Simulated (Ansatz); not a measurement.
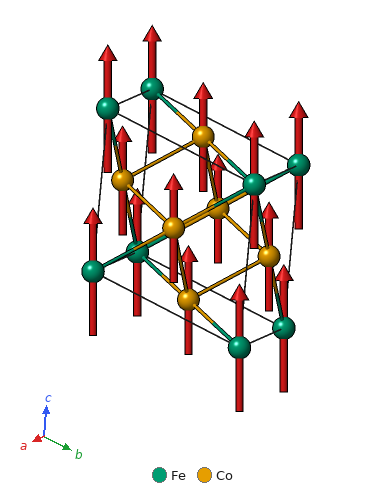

Structure drawing (ball-and-stick), viewed slightly off an axis. The wireframe shows the simulation cell. Arrows are the site magnetic moments above 0.25 μB; longer means larger, and red and blue are up and down (without spin-orbit coupling the axis itself is arbitrary).

This is the state reached for FeCo₃. The numbers come from DFT PBEsol, scalar-relativistic, plane waves, PAW (Ansatz 0.2.0), using plane waves to 420 eV, k-grid 16×16×16, Gaussian smearing of 0.15 eV, collinear spins.

### Read the magnetic state from the picture.

Ferromagnetic (within this cell). Site moments: 1 Fe +2.2 μB and 3 Co +1.4 μB. The net spin moment of the whole cell is 6.6 μB.

The structure comes from a structure listed in the Materials Project. The cell was then strained or its atoms displaced on purpose. A calculation with Ansatz used it as input.

At this level of theory the cell isn't at rest (compressed, at 31 GPa), so its distances can differ from those at equilibrium, the more so the softer the solid, and its magnetic state may change on relaxation.
